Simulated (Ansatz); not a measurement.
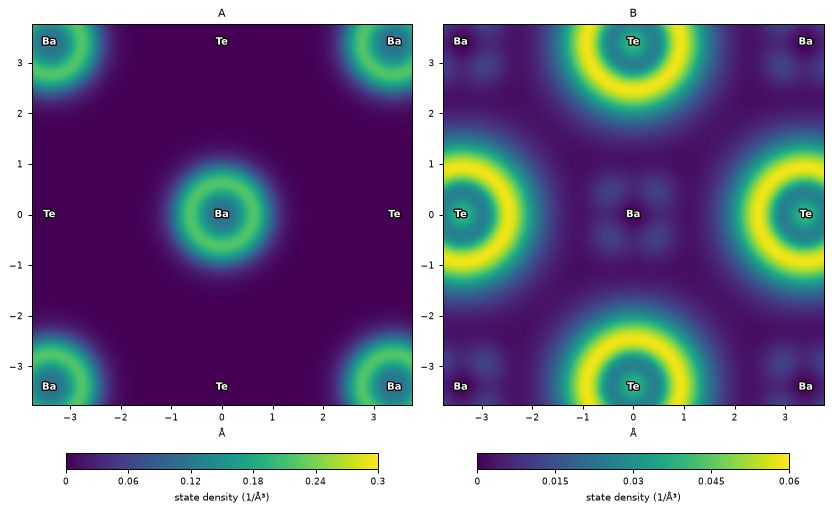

BaTe: densities of the states in two energy windows, on the (010) plane of the conventional cell.

Space group Fm-3m. Spin-orbit coupling, left out here, splits and shifts the levels of such heavy elements, by tenths of an eV up to several eV.

The calculation used Ansatz 0.2.0, DFT PBEsol, scalar-relativistic, plane waves, PAW.

Core electrons are frozen (PAW), so the fields are smoothed inside the atomic spheres.

```cif
data_structure
_symmetry_space_group_name_H-M 'P 1'
_symmetry_Int_Tables_number 1
_cell_length_a 6.8200
_cell_length_b 6.8200
_cell_length_c 6.8200
_cell_angle_alpha 90.000
_cell_angle_beta 90.000
_cell_angle_gamma 90.000
_cell_volume 317.21
loop_
_atom_site_label
_atom_site_type_symbol
_atom_site_fract_x
_atom_site_fract_y
_atom_site_fract_z
_atom_site_occupancy
Ba1 Ba 0.00000 0.00000 0.00000 1
Ba2 Ba 0.50000 0.50000 0.00000 1
Ba3 Ba 0.50000 0.00000 0.50000 1
Ba4 Ba 0.00000 0.50000 0.50000 1
Te1 Te 0.50000 0.00000 0.00000 1
Te2 Te 0.00000 0.50000 0.00000 1
Te3 Te 0.00000 0.00000 0.50000 1
Te4 Te 0.50000 0.50000 0.50000 1
```

Match the panels to the energy ranges (zero at the valence-band maximum): −26.70 to −26.61 eV and −0.6 to 0.0 eV.

Answer. Panel A: −26.70 to −26.61 eV, a separate group of bands (semicore or deep states), mainly Ba 5s (over 95 %).
Panel B: −0.6 to 0.0 eV, the top of the valence band, mainly Te 5p (over 95 %).
The characters are Löwdin shares on a minimal set of atomic orbitals.
